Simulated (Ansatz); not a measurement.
Take the following structure.

Space group R3m:H (No. 160). a = 6.375 Å, b = 6.375 Å, c = 22.423 Å, α = 90.00°, β = 90.00°, γ = 120.00°
```csv
atom,site,symmetry,x,y,z
W,9b,.m,0.8407,0.1593,0.1673
S,3a,3m,0.6667,0.3333,0.2351
S,9b,.m,0.1641,0.8359,0.2374
S,3a,3m,0.6667,0.3333,0.0996
S,9b,.m,0.1641,0.8359,0.0973
```

Question: Say what kind of structure these coordinates give.

Answer: The formula is W$_{3}$S$_{8}$. The structure has R3m (No. 160) symmetry and a rhombohedral (trigonal R) lattice. Cell content 9 W, 24 S; Z = 3. W is coordinated by six S in a trigonal prismatic arrangement at 2.38 to 2.45 Å. Not all metal-metal contacts are counted. Counting atoms within bonding range gives coordination numbers of S 2 to 3 (mean 2.2). Not all metal-metal contacts are counted. The bonds build W3S8 layers parallel to (001).

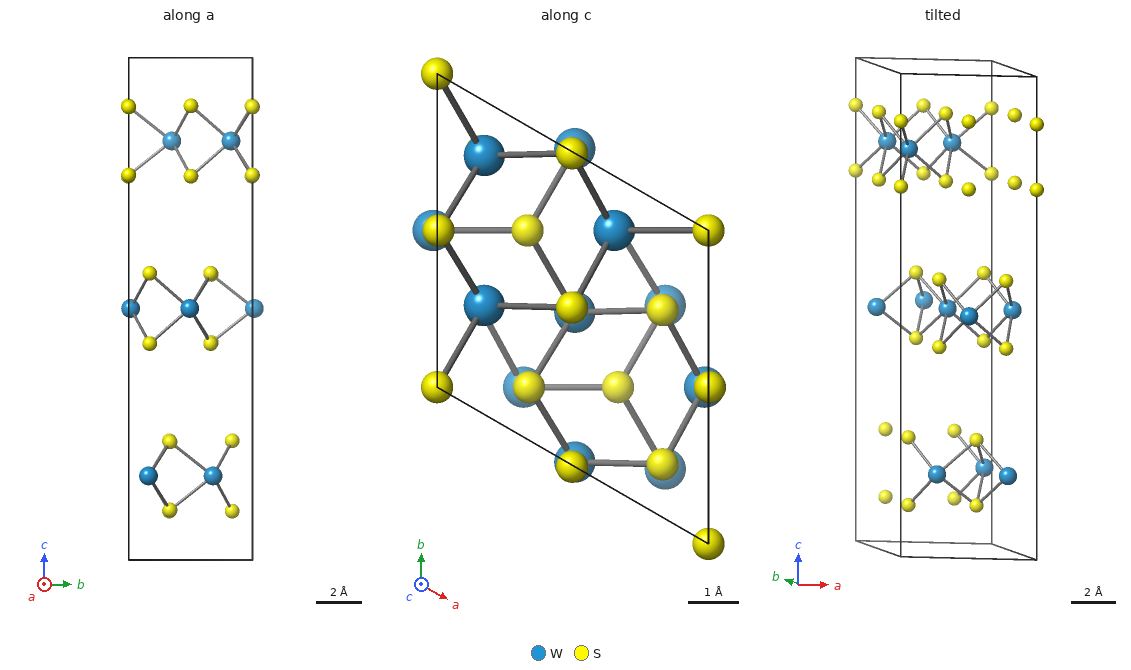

Structure drawing (ball-and-stick), viewed along the a axis, along the c axis and slightly off an axis. The lines enclose the conventional unit cell; boundary atoms appear with their images. Colours: tungsten blue, sulfur yellow.

Provenance: a structure listed in the Materials Project, repeated into a supercell with a point defect put in. The atoms were relaxed in a fixed cell with DFT PBE, scalar-relativistic, plane waves, PAW in Ansatz.
